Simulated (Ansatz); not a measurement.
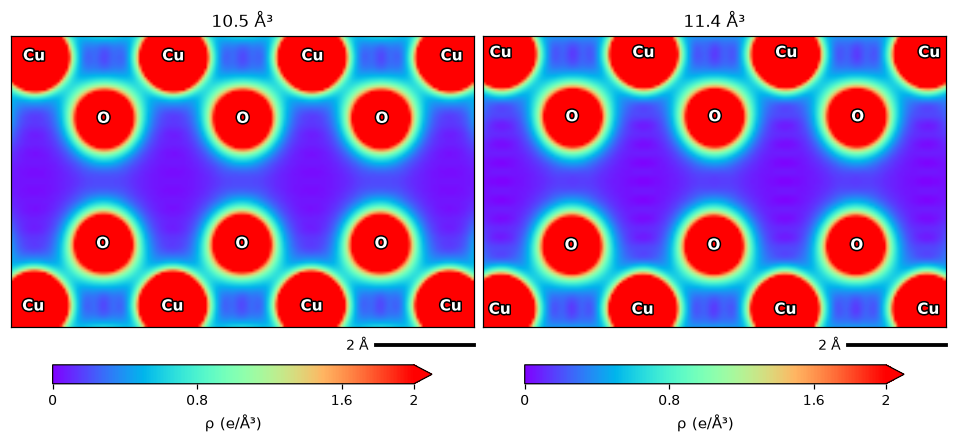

CuO. The valence electron density of cells scaled evenly to different volumes (given per atom above each panel), on the (010) plane of each (indices in the axes of the cell below), at one length scale and on one colour scale.

A structure from a database of computed crystals, not necessarily the ambient phase.

Computed with Kohn-Sham DFT of a periodic cell, r2SCAN, Ansatz PAW in Ansatz 0.2.0.

The density is the valence pseudo-density of a PAW calculation; it isn't the true density close to the nuclei.

The largest cell:

```
Cu O
1.0
     2.93598    0.00000    0.00000
     0.03984    2.93575    0.00000
     0.01784    0.01758    5.27786
Cu O
2 2
Direct
  0.00000 0.50000 0.00000
  0.50000 0.00000 0.50000
  0.99842 0.00167 0.74989
  0.00158 0.99833 0.25011
```

| volume (Å³/atom) | Cu–O contact in the plane (Å) | ρ at its midpoint (e/Å³) | pressure (GPa) | 
| --- | --- | --- | --- |
| 10.51 | 1.923 | 0.686 | 2.9 | 
| 11.16 | 1.961 | ? | ? | 
| 11.37 | 1.974 | 0.608 | −9.5 | 

Estimate the missing row, and compare with the calculation.

Over the known rows ln ρ falls by 2.37 per Å of Cu–O distance (the line through the two), which gives 0.627 e/Å³ at 1.961 Å; the calculation gives 0.626 e/Å³. For the pressure, a straight line in volume between the neighbouring rows gives −6.5 GPa; the calculation gives −6.9, lower because pressure rises ever faster on compression.
